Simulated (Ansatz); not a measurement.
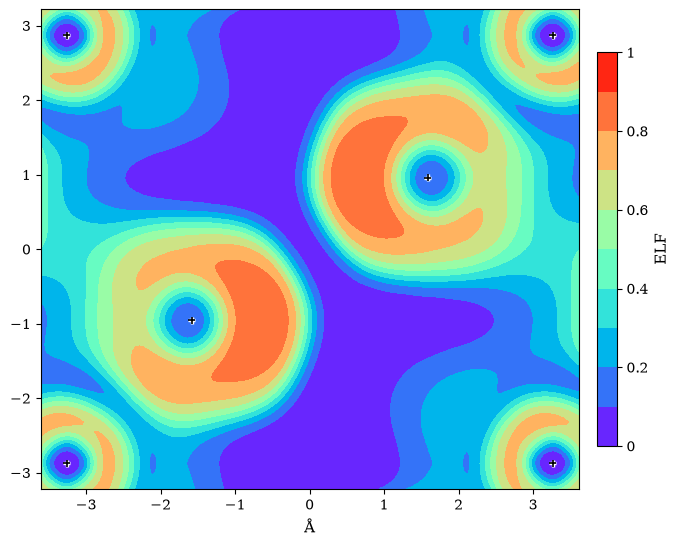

The electron localisation function on a plane through atoms (crosses mark nuclei in the plane).

Computed with DFT, PBEsol, plane waves, PAW in Ansatz.

Candidates:
A. WSe2, a = 3.32 Å, b = 3.32 Å, c = 6.52 Å, α = 90.00°, β = 90.00°, γ = 120.00°. Space group P-3m1; started from the 1T (CdI2) bulk prototype, which need not be the ambient phase.
B. SnSe, a = 3.67 Å, b = 3.67 Å, c = 3.67 Å, α = 90.00°, β = 90.00°, γ = 90.00°. Space group Pm-3m; started from the CsCl prototype, which need not be the ambient phase; computed pressure about −2 GPa in this cell.

> Which candidate gave the map?

Candidate A: WSe2 on the (110) plane of the conventional cell, which holds W and Se. W–Se (2.54 Å): the ELF is about 0.45 at the midpoint.
